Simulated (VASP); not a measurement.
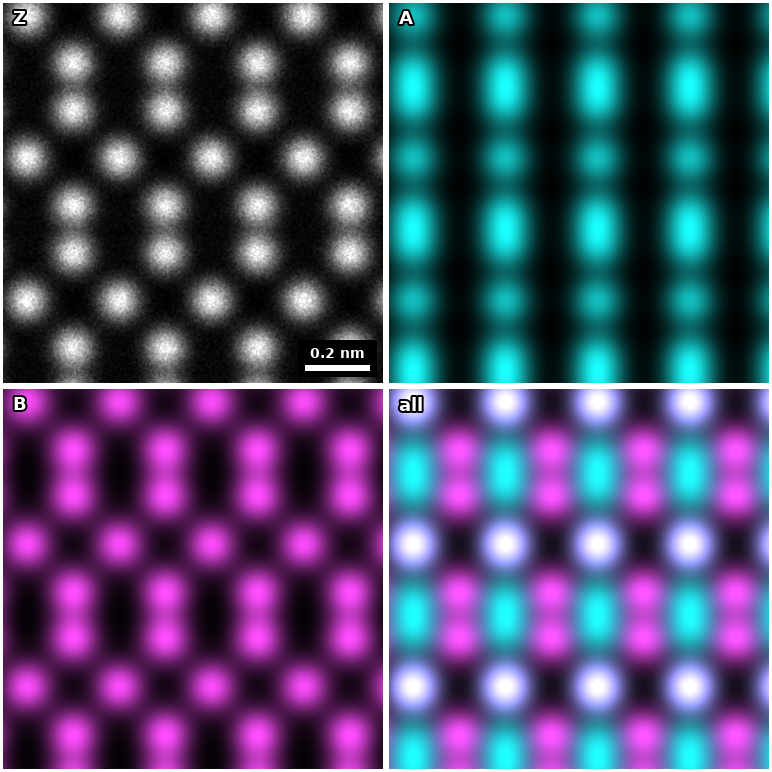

TaN (P-62m, No. 189) along [100]. Panel Z: Simulation: incoherent imaging, intensity Z^1.6 per atom, probe width 0.99 Å, thin sample. Shot noise was added. The other panels are simulated element maps (the number of atoms of one element along the beam, blurred by 1.3 Å; each on its own scale, no channelling); the last overlays them. Structure: an entry of the Crystallography Open Database, as set up for an electronic-structure calculation.

```cif
data_structure
_symmetry_space_group_name_H-M 'P-62m'
_symmetry_Int_Tables_number 189
_cell_length_a 5.1960
_cell_length_b 5.1960
_cell_length_c 2.9110
_cell_angle_alpha 90.000
_cell_angle_beta 90.000
_cell_angle_gamma 120.000
_cell_volume 68.06
loop_
_atom_site_label
_atom_site_type_symbol
_atom_site_symmetry_multiplicity
_atom_site_Wyckoff_symbol
_atom_site_fract_x
_atom_site_fract_y
_atom_site_fract_z
_atom_site_occupancy
Ta1 Ta 1 a 0.00000 0.00000 0.00000 1
Ta2 Ta 2 d 0.66667 0.33333 0.50000 1
N1 N 3 f 0.00000 0.39285 0.00000 1
```

Question: Which element does each lettered map show?

Answer: A: N, B: Ta. The projected cell (2.91 × 4.50 Å, 90°) holds 5 columns: 2 of Ta, 2 of N and 1 of Ta + N. Columns shared by several elements: Ta + N.
